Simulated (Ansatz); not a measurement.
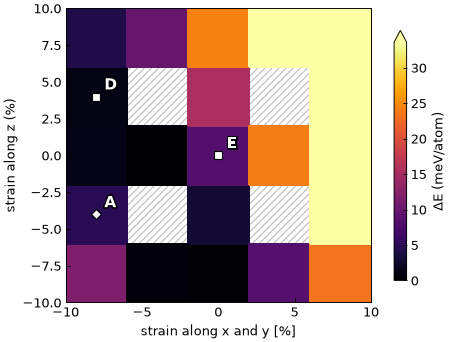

Cs (Fm-3m, No. 225; 1 atom in the cell). 
- The cell is strained homogeneously, by one strain along x and y and another along z, with fractional coordinates fixed (x, y and z along the cube axes).
- Coordinates scanned: (1) strain along x and y; (2) strain along z.
- The scan uses a 5 × 5 grid. At 4 points there is no value.
- Points are written as (first, second).
- Energies: meV/atom, counted from the lowest grid point.
- The reference cell is the one listed in the database, not relaxed at this level.
- The calculation used DFT PBEsol, scalar-relativistic, plane waves, PAW (Ansatz). Settings: cutoff 420 eV, k-mesh 10×10×10, gaussian smearing 0.15 eV, no spin polarisation.

Drawn: one coloured cell a grid point, one colour for all values above the top of the scale, hatched blanks where no value was computed, lettered points.

**Rank the lettered points by energy, lowest first.**

D (1.3 meV/atom), A (4.9 meV/atom), E (8.3 meV/atom).
